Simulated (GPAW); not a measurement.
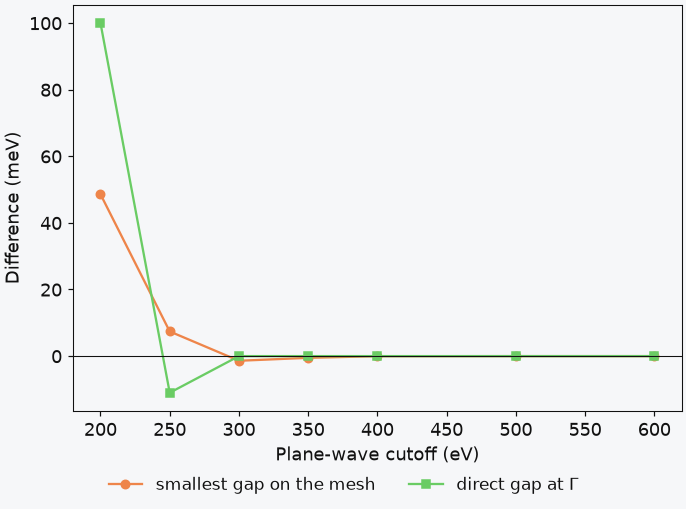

Gaps of RuSi, space group P2_13 (No. 198), 8 atoms in the cell (cubic a = 4.709 Å) as the plane-wave cutoff is raised, all else fixed. The plot shows differences from the last run. The cell is at 5 GPa in PBE. Method: PBE, JTH PAW 2.0, PBE, no spin polarisation, no spin-orbit coupling, 5×5×5 k mesh, Fermi-Dirac smearing of 0.05 eV (GPAW 26.7.0).

> Which plane-wave cutoff is enough for 10 meV?

The smallest gap on the mesh starts +49 meV from the last run and stays within 10 meV of it from 250 eV on. The direct gap at Γ starts +100 meV from the last run and stays within 10 meV of it from 300 eV on.

| plane-wave cutoff | smallest gap on the mesh (eV) | direct gap at Γ (eV) |
| --- | --- | --- |
| 200 eV | 0.299 | 1.434 |
| 250 eV | 0.258 | 1.323 |
| 300 eV | 0.249 | 1.334 |
| 350 eV | 0.250 | 1.334 |
| 400 eV | 0.250 | 1.334 |
| 500 eV | 0.250 | 1.334 |
| 600 eV | 0.250 | 1.334 |

LDA, GGA and most meta-GGA functionals understate gaps. The cell comes from a database of computed structures, and whether it is the stable form of this composition wasn't checked.
